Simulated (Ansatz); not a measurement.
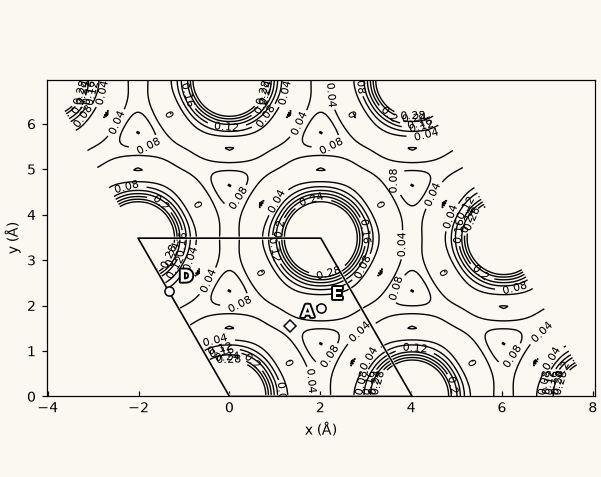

A bilayer of two Ge sheets of the honeycomb type, the upper one turned by 180 degrees about the normal (4 atoms in the cell). The upper layer of a bilayer is slid over the lower one; relaxed at each slide: nothing; the origin of the map has Ge4 above Ge1; the distance between the facing planes is held at 3.85 Å. Places are given modulo a cell vector. The map is drawn in real space over the plane of the slide. The scan uses a 9 × 9 grid; 12 points were computed and 69 follow by symmetry. Energies: meV/Å², counted from the lowest grid point. At a held distance the lowest stacking need not be the one that binds best once the distance relaxes. The calculation used DFT PBE+D3(BJ), scalar-relativistic, plane waves, PAW in Ansatz 0.2.0. Settings: cutoff 420 eV, k-mesh 9×9×1, gaussian smearing 0.1 eV, no spin polarisation.

In the figure: contour lines labelled in meV/Å² (none above 0.28), the outline of one cell of the 2 × 2 shown, lettered points. Between grid points the surface is interpolated.

Question: Is E the lowest point of the computed grid?

Answer: Yes. E, at (7/9, 5/9) of the cell vectors, has the lowest energy of the grid.

Question: What kind of point is each of D, E: minimum, saddle, maximum or slope?

Answer: D: saddle point; E: minimum. (In these two coordinates alone; a stationary point may lie a little off the grid point.)

Question: Rank the lettered points by energy, lowest first.

Answer: E (0.000 meV/Å²), D (0.029 meV/Å²), A (0.057 meV/Å²).

PAW datasets: the set soft_1.
